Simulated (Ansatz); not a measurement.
# SnSe4: what the fields show

The calculation's input:

```
crystal:
  lattice:
    - [-3.2513598861, 3.2513598861, 3.2513598861]
    - [3.2513598861, -3.2513598861, 3.2513598861]
    - [3.2513598861, 3.2513598861, -3.2513598861]
  atoms:
    - { symbol: Sn, position: [0.0, 0.0, 0.0] }
    - { symbol: Se, position: [0.0, 0.0, 0.5] }
    - { symbol: Se, position: [0.5, 0.0, 0.0] }
    - { symbol: Se, position: [0.0, 0.5, 0.0] }
    - { symbol: Se, position: [0.5, 0.5, 0.5] }
basis:
  ecutwfc: 420
kpoints:
  mp_grid: { grid: [8, 8, 8] }
  band_path:
    path:
      - [[0.0, 0.0, 0.0], [0.5, -0.5, 0.5], [0.0, 0.0, 0.5], [0.0, 0.0, 0.0], [0.25, 0.25, 0.25], [0.5, -0.5, 0.5]]
      - [[0.25, 0.25, 0.25], [0.0, 0.0, 0.5]]
    npoints: 14
hamiltonian:
  xc: pbe
scf:
  occupations: { method: gaussian, width: 0.1 }
  n_extra_bands: 12
output:
  forces: true
  stress: true
  eigenvalues: true
  populations: true
  dos: { projected: true, de: 0.02, nscf_kmesh: { grid: [10, 10, 10] } }
  bader: true
  write_density: true
  write_potential: true
  elf: true
  volumetric_format: npy
```

Run with:

```sh
ansatz run input.yaml --threads 1 --pin off --max-ram 2560MiB --backend cpu --events-out ev --progress --plain --runs-dir out
```

Below, planes, directions and counts refer to the conventional cell (a = 6.50 Å, b = 6.50 Å, c = 6.50 Å, α = 90.00°, β = 90.00°, γ = 90.00°).

Space group Im-3m; a structure generated by program, which may or may not match a known phase.

The calculation used DFT PBE, scalar-relativistic, plane waves, PAW (Ansatz).

Core electrons are frozen (PAW), and the valence fields are smoothed inside the atomic spheres.

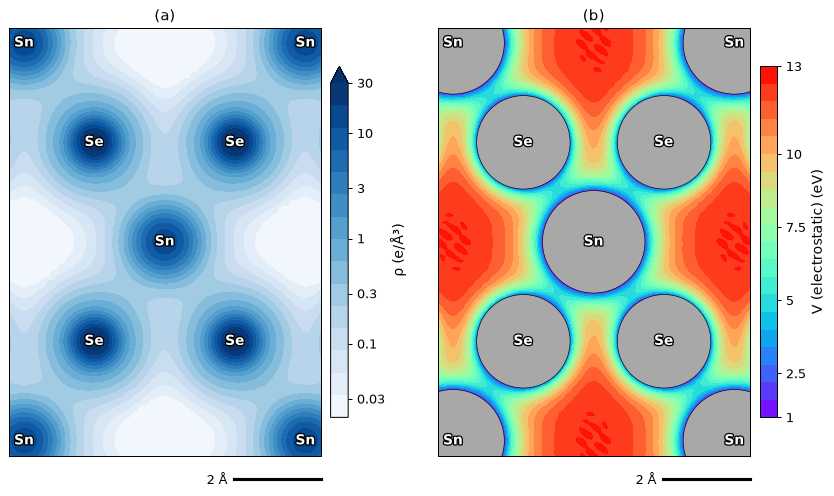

Figure 1. (a) valence pseudo-density; (b) electrostatic potential energy of an electron on the (011̄) plane of the conventional cell. Grey discs cover the atomic cores in the potential map.

Q: Describe what can be read from this map.

A: The section cuts through Sn and Se sites. Sn–Se (2.82 Å): the density is about 0.3 e/Å³ at the midpoint. The density dies away to nearly zero in the voids. Outside the cores the potential energy rises away from the atoms and is highest about 2.6 Å from the nearest atoms; its zero is arbitrary.

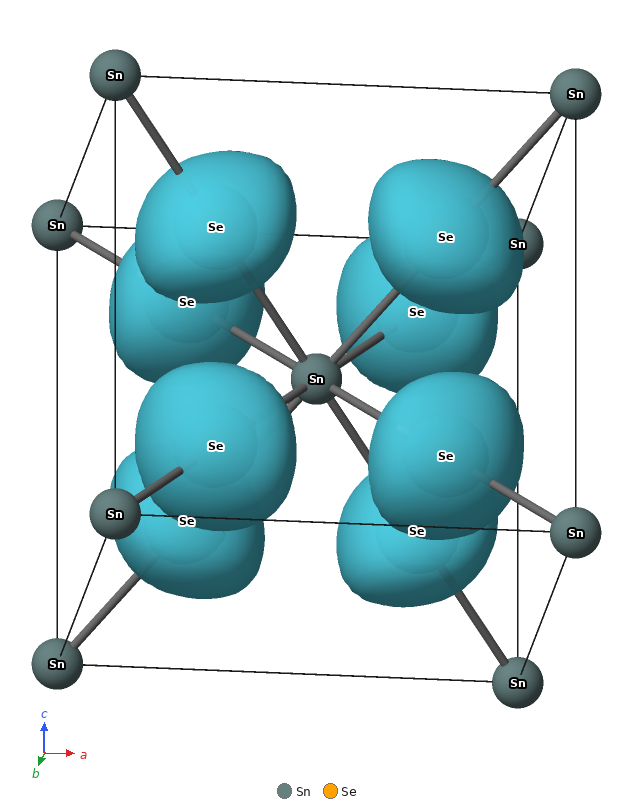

Figure 2. Isosurface of the electron localisation function at 0.7 (cyan), seen at an oblique angle. Only the valence region is drawn (cores and ρ < 0.01 e/Å³ removed). Sticks mark near contacts.

Q: Identify the bonds, lone pairs and shells in this picture.

A: The ELF exceeds this value in eight regions wrapped around Se (the valence shell of each), counted in one cell of 10 atoms. Any copies at cell faces, edges or corners count once.


Sn–Se (2.82 Å): the ELF is about 0.40 at the midpoint and 0.30 at its lowest between the atoms.

Q: Which way does charge flow, and how much by Bader's partition?

A: Electrons move from Sn towards Se. Bader charges: Sn +1.03 and Se −0.26 e.

Q: Does the calculation give a band gap?

A: It is metallic or semimetallic at this level of theory: no gap opens.
